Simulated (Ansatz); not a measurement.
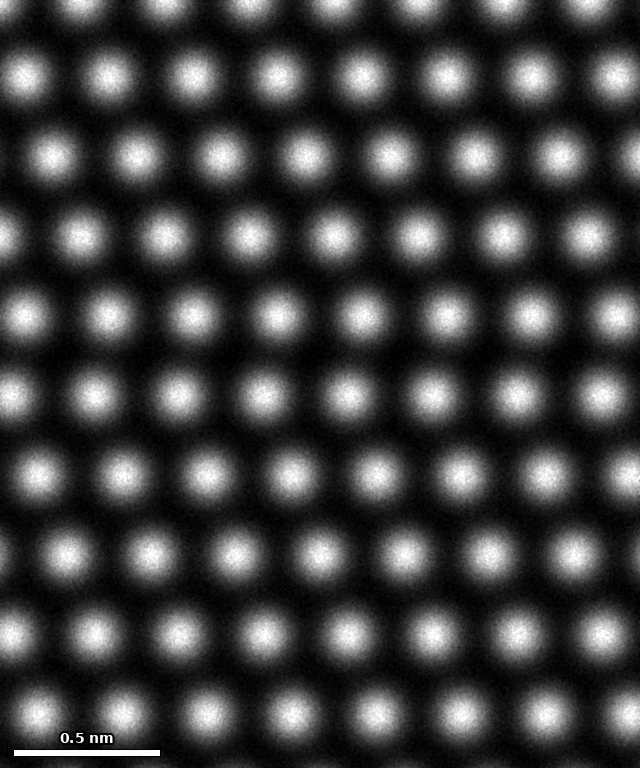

Integrated-DPC-like image of Hg (Fm-3m, No. 225) along [110]. Simulated as the projected potential of neutral atoms (B = 0.3 Å²) blurred by a 1.15 Å probe, the thin-sample limit of integrated differential phase contrast. Shot noise was added.

One planar defect was built into the perfect crystal by geometry alone, without relaxation. Host structure: coordinates from a relaxation with Ansatz 0.2.0, DFT, r2SCAN, plane waves (500 eV) with PAW, scalar-relativistic; the starting structure was generated, so it need not be a known form of this composition.

Question: Find the planar defect and say what kind it is.

Answer: A planar fault (a stacking fault) runs horizontally about 12 Å below the top edge. The part above it is shifted along the boundary by 1/2 of the 2.91 Å repeat of the rows (1.5 Å to the right, the same as to the left); both parts keep the same orientation.
